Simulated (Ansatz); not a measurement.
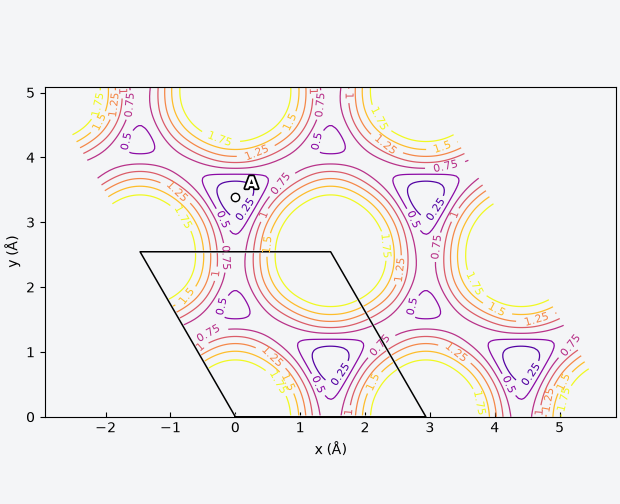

O on a Ti(001) slab cut from the P6_3/mmc phase, its upper half relaxed before the scan (16 atoms of substrate and one adsorbate in a 2 × 2 cell). O is moved over the surface cell; relaxed at each place: the height of the adsorbate's atoms; substrate rigid; the origin of the map has the adsorbate above Ti13. Places are given modulo a cell vector. The map is drawn in real space over the plane of the surface. Grid: 6 × 6 points; 10 points were computed and 26 follow by symmetry. Places are given in fractions of the 1 × 1 surface cell. Energies are in eV, from the lowest grid point. The runs have no spin polarisation; a magnetic state may lie lower. Theory: DFT PBE, scalar-relativistic, plane waves, PAW (Ansatz). Settings: cutoff 420 eV, k-mesh 6×6×1, gaussian smearing 0.1 eV, no spin polarisation.

In the figure: contour lines labelled in eV (none above 1.75), the outline of one cell of the 2 × 2 shown, the point A. Between grid points the surface is interpolated.

What is the easiest way out of the well at A, and how high is the barrier?

Answer. The easiest path leads from the well at a threefold hollow, (4/6, 2/6) of the cell vectors to the well at a threefold hollow over a second-layer Ti atom, (2/6, 4/6) of the cell vectors, about 0.4 eV higher. Its highest point lies about 0.63 eV above the bottom of the first well on the interpolated surface, at about (0.46, 0.92) of the cell vectors. Seen from the upper well the barrier is about 0.24 eV. This is the barrier on the constrained surface; relaxing the other coordinates would change it.

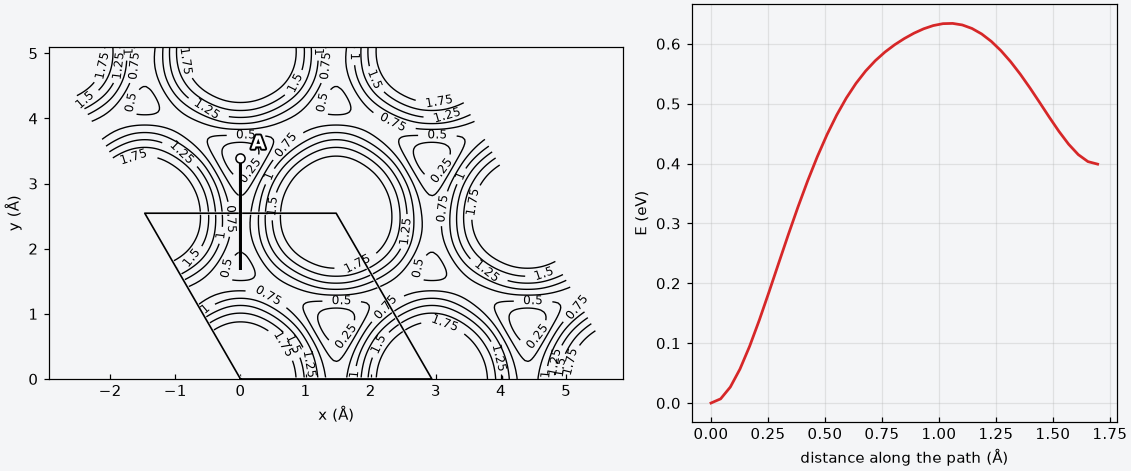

The picture shows contour lines labelled in eV (none above 1.75), a line along the lowest path, the outline of one cell of the 2 × 2 shown, the energy along the path at the right. Between grid points the surface is interpolated.

PAW datasets: the set soft_1.
